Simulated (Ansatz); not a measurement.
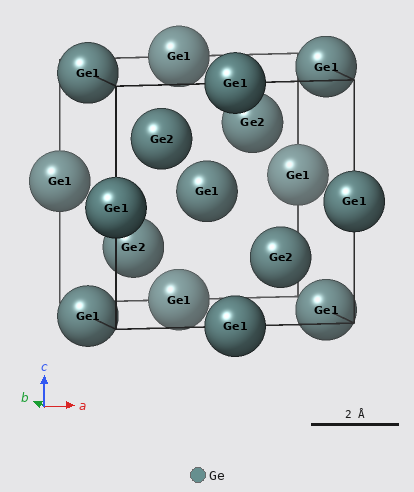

*The structure as given in the input (spheres-only view of the cell 4 times as large as that of the calculation, set on its symmetry axes, seen slightly off an axis; atoms are numbered from 1 in the order of the input).*

**Field-gradient calculation, with input and output: Ge**

System: Ge (2 atoms in the cell).
Method: DFT, PBEsol, PAW with Ansatz's default frozen-core files, scalar-relativistic, no spin polarisation (Ansatz 0.2.0).

The structure derives from an entry of the Crystallography Open Database. It belongs to a series of runs on one base structure; here: volume scaled by 0.99, PAW files. Figures and captions count atoms from 1; the log counts them from 0 in places.

Log:
```
Engine: ansatz 0.2.0, x86_64-unknown-linux-gnu
Pseudopotentials: kind: paw
Pseudopotential: Ge, paw, valence charge 14, recommended cutoff 420 eV (normal), Ge.paw.azcp
Functional definition: PBEsol
  exchange = pbesol_x
  correlation = pbesol_c
Crystal: 2 atoms, lattice volume = 44.819 Å³
Basis set: ecut = 420 eV, 893 PW (Γ), exchange–correlation on 54×54×54 points (8 copies of the dense FFT grid, shifted against one another)
Bands: 18, of which v1, the nominal top of the filled ones, is band 14 counted from 1 (13 counted from 0)
Symmetry: 48 space group operations
Space group: Fd-3m (ITA 227), of the structure as read, at distance tolerance 3.6e-5 Å
k-points: 56 of 1331
Non-local potential: Ge, projectors of the file, l = 0: 2, l = 1: 2, l = 2: 3, l = 3: 1
PAW form: soft (Blöchl's): semilocal exchange-correlation on the pseudo side does not see the compensation charge
PAW frozen core: Ge, regenerated for the run's functional, and the local potential with it (the file was generated under x = pbe(κ = 0.804, μ = 0.2195149727645171), c = pbe(β = 0.06672455060314922))
PAW one-centre angular grid: Ge, 590 points (default); XC on 64 Gauss nodes
Initial density: superposition of atomic densities (neutral atoms: chi_scale 0, normalization atom), corrected by the library's trained network
Initial wavefunctions: pseudopotential atomic-orbital guess
Functional: x = pbesol(κ = 0.804, μ = 0.12345679012345678), c = pbesol(β = 0.046)
SCF iter   1: F=—  HF=-8506.989904 eV  |F-HF|=—  |Δ(HF+E_count)|=         —  Δρ=2.46e-3  dr2=3.13e-3  ethr=1.77e-3  ⟨swp⟩=6.0  Hψ=4816  notcnv=0
preconditioner: auto → Kerker (q_TF=auto, 2.523 Å⁻¹)  [metal: Δε(μ)=0.083 eV  Ē_g=23.401 eV  σ=0.050 eV  W_gap=0.39  n_scr=14 (ndim 8)  ℏωp=29.3 eV  f_vac=0.072  D(μ)=0.05/eV (n_scr^D=0)]
SCF iter   2: F=—  HF=-8506.988622 eV  |F-HF|=—  |Δ(HF+E_count)|=   1.28e-3  Δρ=1.73e-3  dr2=1.71e-3  ethr=1.12e-5  ⟨swp⟩=1.4  Hψ=1482  notcnv=0
SCF iter   3: F=—  HF=-8506.988718 eV  |F-HF|=—  |Δ(HF+E_count)|=   9.66e-5  Δρ=8.98e-4  dr2=1.85e-4  ethr=6.09e-6  ⟨swp⟩=2.0  Hψ=1793  notcnv=0
SCF iter   4: F=—  HF=-8506.988695 eV  |F-HF|=—  |Δ(HF+E_count)|=   2.33e-5  Δρ=4.68e-4  dr2=1.27e-4  ethr=6.60e-7  ⟨swp⟩=2.0  Hψ=1793  notcnv=0
SCF iter   5: F=—  HF=-8506.988613 eV  |F-HF|=—  |Δ(HF+E_count)|=   8.22e-5  Δρ=2.21e-4  dr2=1.32e-5  ethr=4.54e-7  ⟨swp⟩=2.0  Hψ=1793  notcnv=0
SCF iter   6: F=—  HF=-8506.988625 eV  |F-HF|=—  |Δ(HF+E_count)|=   1.24e-5  Δρ=3.64e-5  dr2=3.10e-7  ethr=4.73e-8  ⟨swp⟩=2.0  Hψ=1796  notcnv=0
SCF iter   7: F=—  HF=-8506.988625 eV  |F-HF|=—  |Δ(HF+E_count)|=   2.91e-7  Δρ=1.93e-5  dr2=6.57e-8  ethr=3.57e-10  ⟨swp⟩=8.6  Hψ=6965  notcnv=0
SCF iter   8: F=-8506.988625 eV  HF=-8506.988625 eV  |F-HF|=1.35e-8  |Δ(HF+E_count)|=   5.26e-8  Δρ=5.49e-6  dr2=5.50e-9  ethr=2.35e-10  ⟨swp⟩=7.1  Hψ=5897  notcnv=0
SCF 1 converged in 8 iterations: F = -8506.988625 eV  dr2 = 5.50e-9
  greatest PAW one-centre occupation: 0.998 electrons in one spin orbital (limit 2), on the Ge atom at site 1 (counted from 0), in its partial waves of l = 2
```

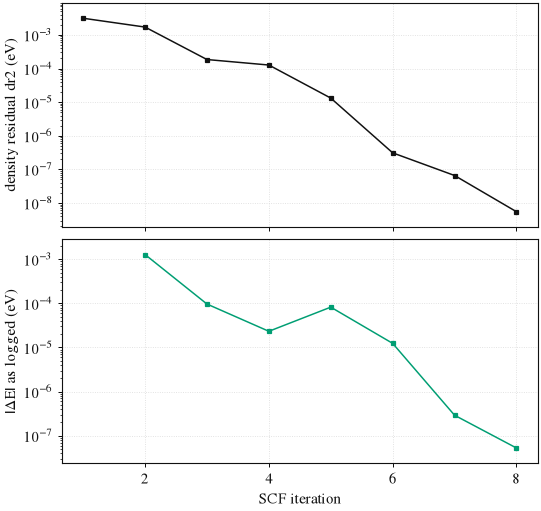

*Convergence of the self-consistent field: density residual dr2 and size of the energy change against the SCF iteration.*

The residual falls at every step.

```
SCF converged after 8 iterations
Free energy (F): -8506.988625 eV
Harris-Foulkes:  -8506.988625 eV  (|F-HF|=1.35e-8)
Internal energy: -8506.988152 eV  (E = F + TS)
E sigma→0 (E₀):  -8506.988389 eV
Entropy (-TS):   -0.000473 eV (-0.237 meV/atom)
Fermi energy:    8.622283 eV
--- Per-component energies (eV) ---
  E_band       = -299.165788
  E_kinetic    = 223.555637
  E_local      = -4929.562466  (includes V_loc(G=0)·N_el)
  E_nonlocal   = 840.561604
  E_hartree    = 2161.484152
  E_xc         = -150.172980
  E_vxc        = -129.777032  (∫ρ·V_xc dr)
  E_paw        = -3958.405125  (= ΣΔE_a)
  E_vpaw       = -626.918541  (= ΣTr[D̂ρ^β])
  E_aug_tail   = 0.000595  (compensation charges beyond the density's cutoff)
  E_ewald      = -2696.285442
  E_core_change = 1.835872  (= ΣΔE_core)
  E_smearing   = -0.000473  (= −TS)
  E_closure    = -0.000000  (closes the sum)
  Σ components = -8506.988625   (vs F -8506.988625, Δ=0.00e0)
--- Forces (eV/Å), atoms counted from 1 ---
  atom   1  Ge     0.00000000     0.00000000    -0.00000000
  atom   2  Ge     0.00000000    -0.00000000    -0.00000000
  max |Σ_I F_I| component: 3.93e-17 eV/Å
--- Stress (GPa, compression-positive) ---
        1.376738       0.000000       0.000000
        0.000000       1.376738       0.000000
        0.000000       0.000000       1.376738
  P = ⅓ Tr σ = 1.3767 GPa (13.767 kbar)
--- PAW observables at the nuclei: V_zz in 10²¹ V/m², potentials from the cell's mean, atoms counted from 1 ---
  atom   1  Ge V_zz =    +0.000000   η = 0.0000   by run symmetry: forbidden
            electrostatic potential = -4321.517322 V   contact ρ = 209848.742469 e/Å³
  atom   2  Ge V_zz =    +0.000000   η = 0.0000   by run symmetry: forbidden
            electrostatic potential = -4321.517322 V   contact ρ = 209848.742469 e/Å³
--- Band table (eV; the first three rows and the last of 56) ---
  k-point 0: bands = ["-16.2492", "-16.2492", "-16.2492", "-16.2122", "-16.2122", "-15.9949", "-15.9949", "-15.9949", "-15.9808", "-15.9808", "-4.2967", "8.5769", "8.5769", "8.5769", "8.6521", "11.1073", "11.1073", "11.1073"]
  k-point 1: bands = ["-16.2543", "-16.2543", "-16.2478", "-16.2052", "-16.2052", "-16.0028", "-16.0028", "-15.9966", "-15.9740", "-15.9740", "-4.1945", "6.8954", "8.3777", "8.3777", "9.5899", "11.3725", "11.3725", "11.5903"]
  k-point 2: bands = ["-16.2628", "-16.2628", "-16.2440", "-16.1919", "-16.1919", "-16.0141", "-16.0141", "-16.0010", "-15.9651", "-15.9651", "-3.8925", "5.0992", "7.9758", "7.9758", "9.4754", "11.8930", "11.8930", "12.9891"]
  k-point 55: bands = ["-16.3004", "-16.2947", "-16.1682", "-16.1369", "-16.1114", "-16.0915", "-16.0822", "-16.0555", "-15.9294", "-15.9241", "-0.6373", "0.1072", "4.3248", "4.9959", "11.7875", "13.2636", "13.6343", "13.7176"]
```

File rho_z.tsv:
```
# z_ang	rho[e/angstrom^3]
# format = ansatz-planar-average/11
# lattice	0.000000000	2.819309160	2.819309160
# lattice	2.819309160	0.000000000	2.819309160
# lattice	2.819309160	2.819309160	0.000000000
# sites	2
# site	32	2.819309160	2.819309160	2.819309160
# site	32	4.228963740	4.228963740	4.228963740
0.000000	1.411073e-1
0.147671	1.215382e-1
0.295341	1.106942e-1
0.443012	1.055850e-1
0.590682	1.063452e-1
0.738353	1.128110e-1
0.886023	1.254351e-1
1.033694	1.479436e-1
1.181365	1.872131e-1
1.329035	2.611953e-1
1.476706	4.103555e-1
1.624376	6.896574e-1
1.772047	1.086854e0
1.919717	1.419772e0
2.067388	1.455766e0
2.215058	1.201441e0
2.362729	9.126107e-1
2.510400	8.162906e-1
2.658070	9.728666e-1
2.805741	1.280005e0
2.953411	1.480093e0
3.101082	1.357389e0
3.248752	9.834976e-1
3.396423	6.058395e-1
3.544094	3.628534e-1
3.691764	2.376935e-1
3.839435	1.751514e-1
```

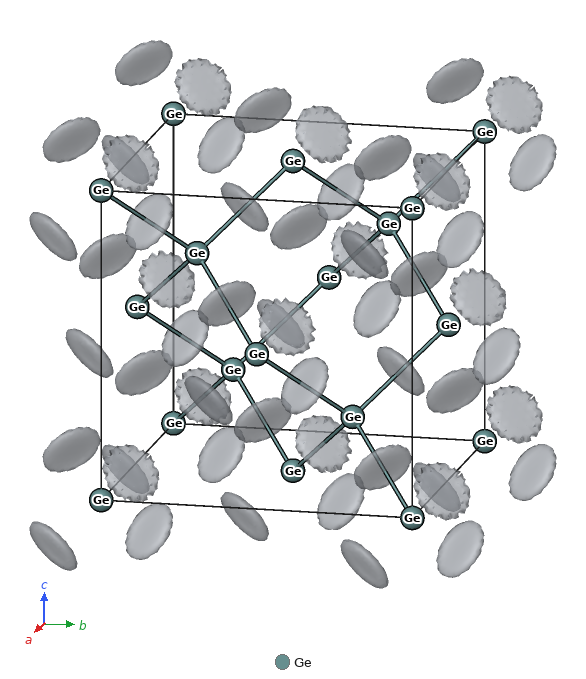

*Isosurface of the electron localisation function at 0.7 (grey), seen slightly off an axis. Only the valence region is drawn (cores and ρ < 0.01 e/Å³ removed). Sticks mark near contacts. The outline is the cell set on symmetry axes.*

Values along the shortest contacts: The fields are those of the smooth PAW valence density.

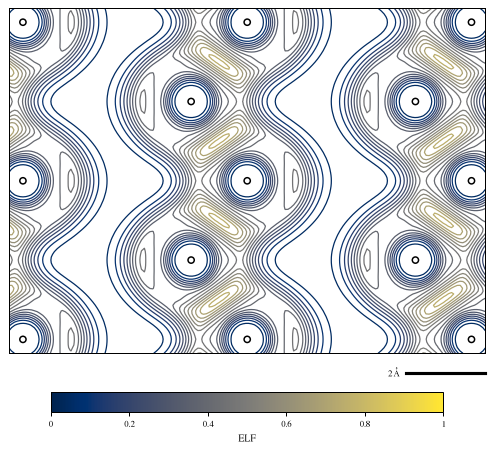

*Electron localisation function on the (101) plane of the conventional cell. Circles mark the nuclei in the plane (Ge).*

The section cuts through Ge sites.

This output came from the following input.

Input file:
```yaml
crystal:
  lattice:
    - [0.0, 2.8193091601, 2.8193091601]
    - [2.8193091601, 0.0, 2.8193091601]
    - [2.8193091601, 2.8193091601, 0.0]
  atoms:
    - { symbol: Ge, position: [0.5, 0.5, 0.5] }
    - { symbol: Ge, position: [0.75, 0.75, 0.75] }
kpoints:
  mp_grid: { grid: [11, 11, 11] }
scf:
  occupations: { method: fermi_dirac, width: 0.05 }
hamiltonian:
  xc: pbesol
  pseudopotentials: { kind: paw }
output:
  forces: true
  stress: true
  eigenvalues: true
  efg: { contact_densities: true }
  write_density: true
  write_potential: true
  elf: true
  volumetric_format: npy
```

Run as:
```bash
ansatz run input.yaml --threads 1 --pin off --max-ram 3072MiB --backend cpu --events-out ev --progress --plain --runs-dir out
```

Summary:

```tsv
quantity	value
outcome	converged
space group (tolerance 0.01 Å)	Fd-3m (227)
electrons treated	28
free energy	−8506.9886 eV
Fermi energy	8.622 eV
pressure	1.38 GPa
field gradient V_zz (10²¹ V/m²)	zero at all sites
largest force (length of the vector)	under 0.001 eV/Å
hardware	1 thread of Intel Xeon (Sapphire Rapids), 64 GiB of memory available, shared host
wall time	3.4 s
peak memory	0.41 GiB
```
